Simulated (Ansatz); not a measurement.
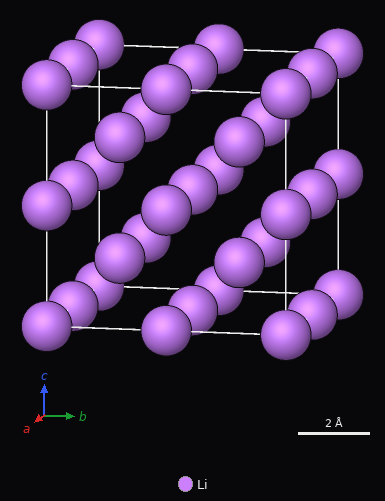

Starting frame of a dynamics run of a 16-atom cell of Li. The cell was cut from the bcc crystal. Style: spheres-only. Shown: the simulation cell, slightly off an axis.

Theory: DFT PBE, scalar-relativistic, plane waves, PAW (Ansatz 0.2.0).

Input file:
```yaml
accuracy: low
crystal:
  lattice:
    - [6.98, 0.0, 0.0]
    - [0.0, 6.98, 0.0]
    - [0.0, 0.0, 6.98]
  atoms:
    - { symbol: Li, position: [0.0, 0.0, 0.0] }
    - { symbol: Li, position: [0.5, 0.0, 0.0] }
    - { symbol: Li, position: [0.0, 0.5, 0.0] }
    - { symbol: Li, position: [0.0, 0.0, 0.5] }
    - { symbol: Li, position: [0.25, 0.25, 0.25] }
    - { symbol: Li, position: [0.5, 0.5, 0.0] }
    - { symbol: Li, position: [0.5, 0.0, 0.5] }
    - { symbol: Li, position: [0.75, 0.25, 0.25] }
    - { symbol: Li, position: [0.0, 0.5, 0.5] }
    - { symbol: Li, position: [0.25, 0.75, 0.25] }
    - { symbol: Li, position: [0.25, 0.25, 0.75] }
    - { symbol: Li, position: [0.5, 0.5, 0.5] }
    - { symbol: Li, position: [0.75, 0.75, 0.25] }
    - { symbol: Li, position: [0.75, 0.25, 0.75] }
    - { symbol: Li, position: [0.25, 0.75, 0.75] }
    - { symbol: Li, position: [0.75, 0.75, 0.75] }
basis:
  ecutwfc: 420.0
kpoints:
  mp_grid: { grid: [3, 3, 3] }
hamiltonian:
  xc: pbe
scf:
  occupations: { method: fermi_dirac, width: 0.1 }
  lower_state_search: "off"
md:
  timestep: 1
  n_steps: 230
  ensemble: nvt_langevin
  temperature: 300.0
  initial_velocities: maxwell_boltzmann
  seed: 320257
  friction: 0.02
  temperature_schedule: [{ n_steps: 230, end_temperature: 900.0 }]
```

Launched with:
```bash
ansatz run input.yaml --threads 1 --pin off --max-ram 3072MiB --backend cpu --events-out ev --progress --plain --runs-dir out
```

Q: What does the trajectory do?

A: Under the programmed temperature the kinetic temperature goes from 202 K (first eighth) to 761 K (last eighth), with a peak of 927 K. The potential energy in the second half lies on average 79.2 meV per atom above the first frame. Root-mean-square distances from the starting positions over the second half, with the common drift of all atoms taken out: Li 0.45 Å. That is small against the typical shortest distance between atoms in the first frame, about 3.0 Å: the atoms vibrate about their sites and the arrangement holds.

Along the run (each row but the first and the last is the mean over the interval that it begins):

```
time (fs)  potential energy (meV/atom)  T (K)
      0.0                          0.0    281
     28.0                         27.4    289
     56.0                         34.7    435
     84.0                         50.4    335
    112.0                         49.3    509
    140.0                         81.7    496
    168.0                         78.2    716
    196.0                         97.5    785
    224.0                        106.3    564
```

The paths of the atoms:

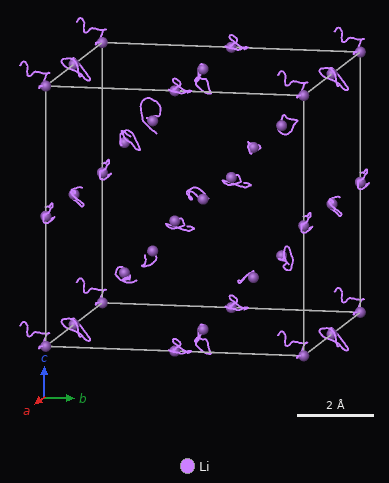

Limits of the set-up: the program's low-accuracy preset was used.

Cost: 30 min on 1 thread of Intel(R) Xeon(R) Platinum 8259CL CPU @ 2.50GHz (Skylake/Cascade Lake), on a shared host, peak memory 0.74 GiB.
